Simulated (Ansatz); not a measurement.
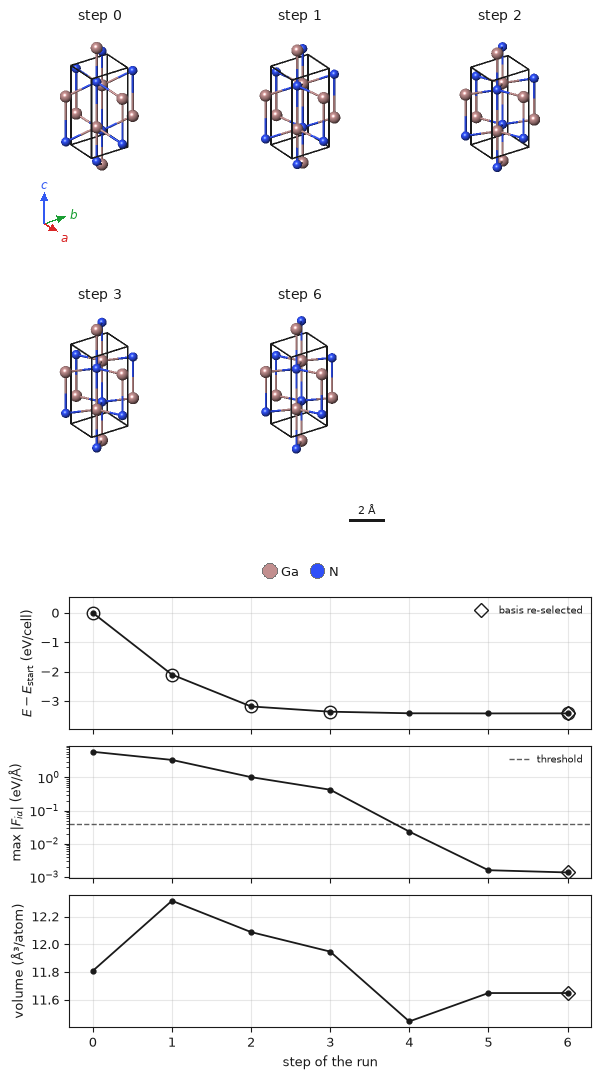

Frames of a relaxation of crystalline GaN (a generated structure, set up in P-3m1) (coarse preliminary run), marked on the history of the run. A ball-and-stick model of the cell of the calculation, seen slightly off an axis.

All numbers below come from Ansatz, DFT PBE, scalar-relativistic, plane waves, PAW. (plane-wave cutoff 420 eV; k-point mesh 6 × 6 × 4; occupations gaussian; smearing width 0.1 eV; no spin polarisation; cell and atoms relaxed; force threshold 0.04 eV/Å; at most 70 steps)

Q: What happens along the run?

A: Over 5 accepted moves (6 points after the start) the energy falls by 3.415 eV per cell of the calculation. The largest force component goes from 5.9 to 0.0014 eV/Å. The pressure goes from 4.32 to 0.04 GPa. At 1 point the geometry stayed and the basis and grid were re-selected for the new cell (energy shift of 1.6 meV per cell of the calculation at most each time). The largest moves relative to the cell, 0.53 Å, are those of N atoms. By element the largest moves are N 0.53 Å, Ga 0.18 Å. The volume changes by −1.4 %, with a = b 3.365 → 3.329 Å (−1.1 %), c 4.815 → 4.856 Å (+0.8 %). Among the contacts that change: Ga–N 2.066 → 2.427 Å, Ga–N 2.749 → 2.429 Å, Ga–N 2.066 → 1.922 Å. Bond angles that change, for instance: Ga–N–Ga 109.9° → 90.0°, N–Ga–N 70.1° → 90.0°, Ga–N–Ga 109.1° → 120.0°. The space group (tolerance 0.01 Å) goes from P-3m1 (No. 164) to P6_3/mmc (No. 194). The run took 17 s on 1 thread of AMD EPYC 7R43 64-Core Processor (Zen 3) (shared host), peak memory 0.39 GiB. From step 0 to 1: N atoms move most (0.19 Å), volume +4.3 %, energy −2.098 eV per cell of the calculation. From step 1 to 2: N atoms move most (0.19 Å), volume −1.8 %, energy −1.082 eV per cell of the calculation. From step 2 to 3: N atoms move most (0.06 Å), volume −1.2 %, energy −0.178 eV per cell of the calculation. From step 3 to 6: N atoms move most (0.07 Å), volume −2.5 %, energy −56.6 meV per cell of the calculation.

```tsv
step	E − E(0), meV/atom	largest force component, eV/Å	pressure, GPa	volume, Å³/atom	note
0	0.00	5.9219	4.32	11.808	
1	-524.39	3.3671	-6.87	12.314	
2	-795.01	1.0197	-7.48	12.088	
3	-839.55	0.4264	-4.94	11.947	
4	-853.01	0.0233	2.40	11.444	
5	-854.10	0.0016	0.05	11.649	
6	-853.71	0.0014	0.04	11.649	same geometry, new basis
```
